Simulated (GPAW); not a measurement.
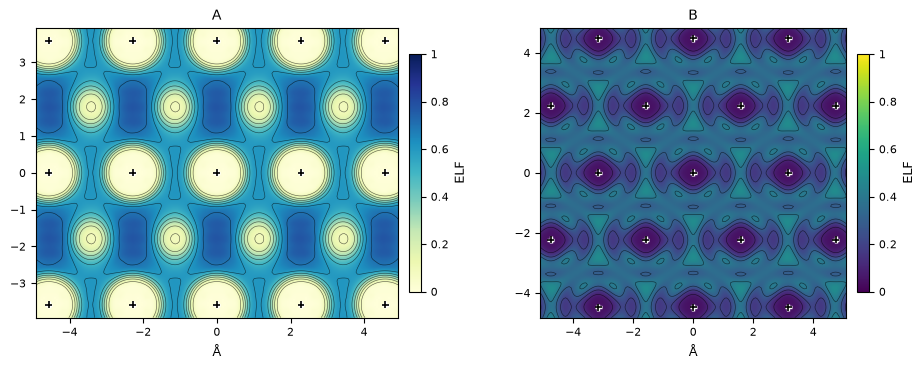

The ELF of 2 systems, each on a plane through atoms (crosses mark nuclei in the plane).

These are results of GPAW 26.7.0, Kohn-Sham DFT of a periodic cell, RPBE, GPAW PAW data sets (gpaw-data 1.2.1), not measurements.

System 1: Be, the (010) plane of the conventional cell. Space group P6₃/mmc.

```xyz
2
Lattice="2.2853 0.0000 0.0000 -1.1426 1.9791 0.0000 0.0000 0.0000 3.5842" Properties=species:S:1:pos:R:3 pbc="T T T"
Be    1.1427    0.6597    2.6882
Be    0.0000    1.3194    0.8961
```

System 2: W, the (101̄) plane of the conventional cell. Space group Im-3m; computed pressure about 10 GPa in this cell.

Match each panel to its system.

Answer. Panel A is system 1, Be: the plane holds Be. Be–Be (2.29 Å): the ELF peaks at about 0.60 between the atoms. Panel B is system 2, W: the plane holds W. W–W (2.74 Å): the ELF is about 0.35 at the midpoint.
